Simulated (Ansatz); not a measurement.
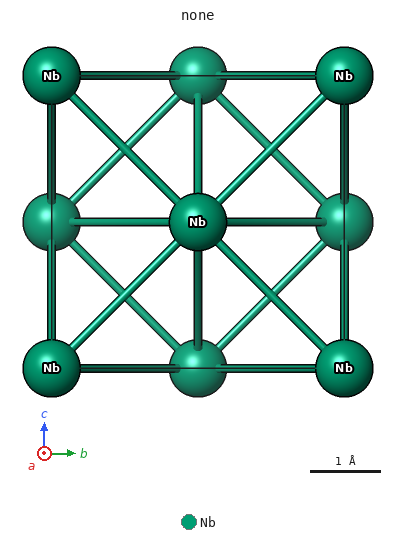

Crystalline Nb (set up in Fm-3m), relaxed (cell and atoms) with several dispersion corrections. The picture shows the result with none. The picture is a ball-and-stick view of the conventional cell (4 times the calculation's cell), seen along the a axis. Lengths and directions refer to the drawn axes.

Computed with Ansatz 0.2.0: PBE, Ansatz PAW. Settings: plane-wave cutoff 420 eV; k-point mesh 11 × 11 × 11; occupations fermi-dirac; smearing width 0.05 eV; no spin polarisation; cell and atoms relaxed; force threshold 0.01 eV/Å.

```csv
dispersion correction,volume (Å³/atom),a (Å)
D3(BJ),?,?
none,18.707,4.214
D4,18.404,4.191
D3(BJ)-ATM,18.130,4.170
```

### One row is withheld. What does the calculation give there?

With D3(BJ) the volume is the smallest of the series, below D3(BJ)-ATM (18.130). The calculation gives 17.999 Å³/atom (a = 4.160 Å). In order of volume: D3(BJ) < D3(BJ)-ATM < D4 < none; the spread is 3.9 %.

Each member starts from this one structure; whether another phase lies lower wasn't checked.
